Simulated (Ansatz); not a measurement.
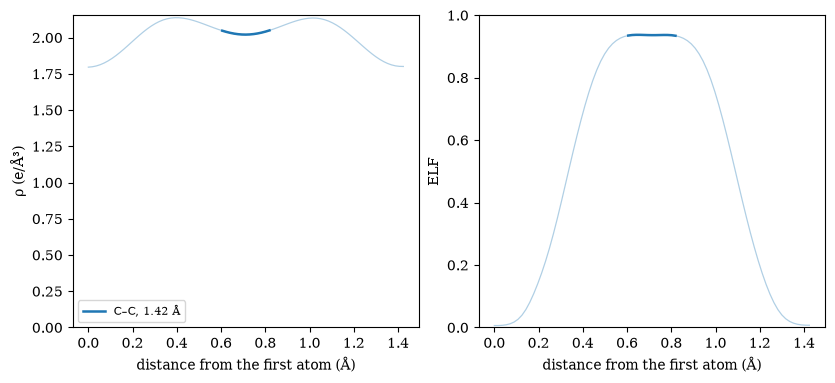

Figure. C (slab). Valence charge density (pseudo) and electron localisation function along straight lines between neighbouring atoms. Thin, pale parts lie inside the atomic spheres.

These are results of DFT PBE, scalar-relativistic, plane waves, PAW in Ansatz 0.2.0, not measurements.

The density is the valence pseudo-density of a PAW calculation; it isn't the true density close to the nuclei.

### What can be read from the curves?

C–C (1.42 Å): ρ at the midpoint is about 2 e/Å³; the ELF peaks at about 0.95 between the atoms.
